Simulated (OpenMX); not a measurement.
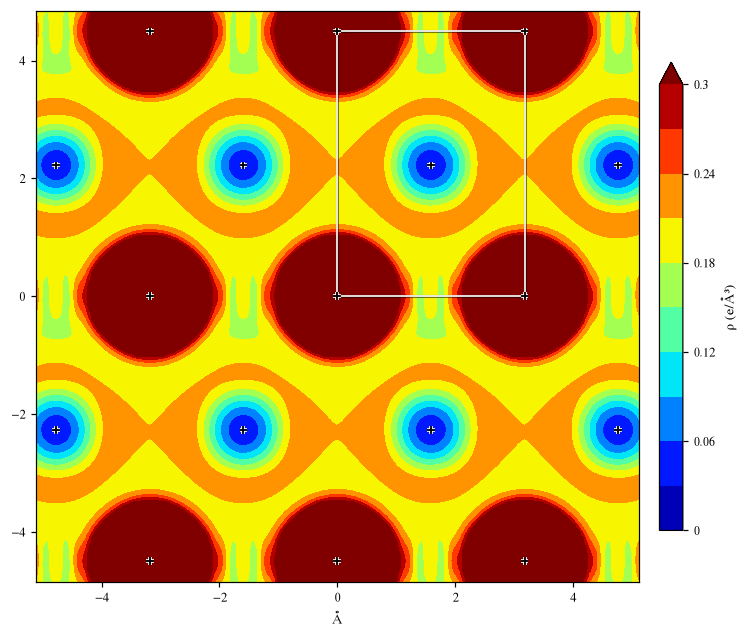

The valence pseudo-density on a plane through atoms (crosses mark nuclei in the plane).

Computed with Kohn-Sham DFT of a periodic cell, PBE, OpenMX 2013 PBE set (OpenMX 3.8.5).

Candidates:
A. WS$_{2}$, a = 3.18 Å, b = 3.18 Å, c = 16.95 Å, α = 90.00°, β = 90.00°, γ = 120.00°. Space group P-6m2; a structure from a database of computed crystals, not necessarily the ambient phase; not relaxed (largest force 0.8 eV/Å).
B. TiAl, a = 3.18 Å, b = 3.18 Å, c = 3.18 Å, α = 90.00°, β = 90.00°, γ = 90.00°. Space group P4mm; a structure from a database of computed crystals, not necessarily the ambient phase; changed on purpose from its base cell (atoms moved at random by about 0.05 A).
C. ZrO$_{2}$, a = 5.15 Å, b = 5.20 Å, c = 5.32 Å, α = 90.00°, β = 99.16°, γ = 90.00°. Space group P1; changed on purpose from its base cell (atoms moved at random by about 0.05 A); not relaxed (largest force 1.5 eV/Å); computed pressure about 10 GPa in this cell.

Which candidate gave the map?

Answer. Candidate B: TiAl on the (101) plane of the conventional cell, which holds Ti and Al. Ti–Al (2.73 Å): the density is about 0.2 e/Å³ at the midpoint. Ti–Al (2.77 Å): ρ at the midpoint is about 0.19 e/Å³.
